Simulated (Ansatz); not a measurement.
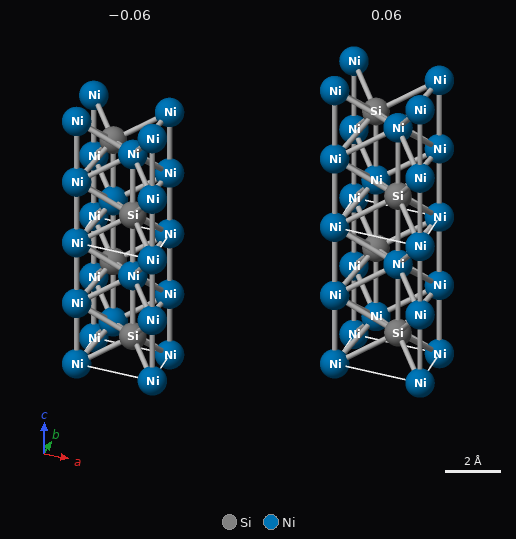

A crystal of SiNi2 (set up in P6_3/mmc), under equal strain along all axes (cell held, atoms fixed by symmetry), with energies (extrapolated to zero smearing) counted from the relaxed crystal, which is the row at zero. The picture shows the first and the last member. Style: ball-and-stick. Shown: the cell of the calculation, repeated 1 × 1 × 2 with one cell outlined, slightly off an axis.

Computed with Ansatz 0.2.0: DFT PBEsol, scalar-relativistic, plane waves, PAW. Set-up: plane-wave cutoff 420 eV; k-point mesh 12 × 12 × 8; occupations gaussian; smearing width 0.1 eV; no spin polarisation.

| strain | energy (meV/atom) | a (Å) | c (Å) |
| --- | --- | --- | --- |
| −0.06 | 306.45 | 3.636 | 4.622 |
| −0.04 | 126.15 | 3.714 | 4.720 |
| −0.02 | 29.19 | 3.791 | 4.819 |
| 0.0 | 0.00 | 3.868 | 4.917 |
| 0.02 | 25.55 | 3.946 | 5.015 |
| 0.04 | ? | ? | ? |
| 0.06 | 199.12 | 4.101 | 5.212 |

Question: Estimate the missing row from the others, and compare with the calculation.

Answer: A parabola through three neighbouring rows (0.0, 0.02, 0.06) gives, with Lagrange weights, (−0.3333)(0.00) + (1.0000)(25.55) + (0.3333)(199.12) = 91.92 meV/atom. The calculation gives 94.96 meV/atom (a = 4.023 Å, c = 5.114 Å). The estimate is 3.04 meV/atom too low. From the first member to the last: Ni–Ni 2.396 → 2.702 Å, Ni–Si 2.396 → 2.702 Å, Ni–Ni 2.311 → 2.606 Å.

The whole series:

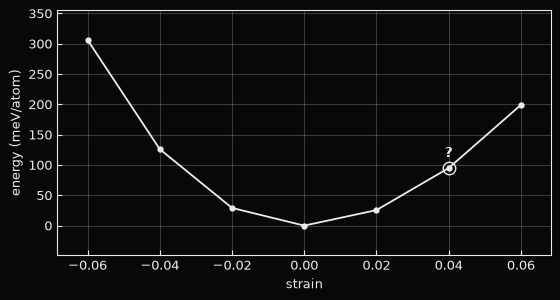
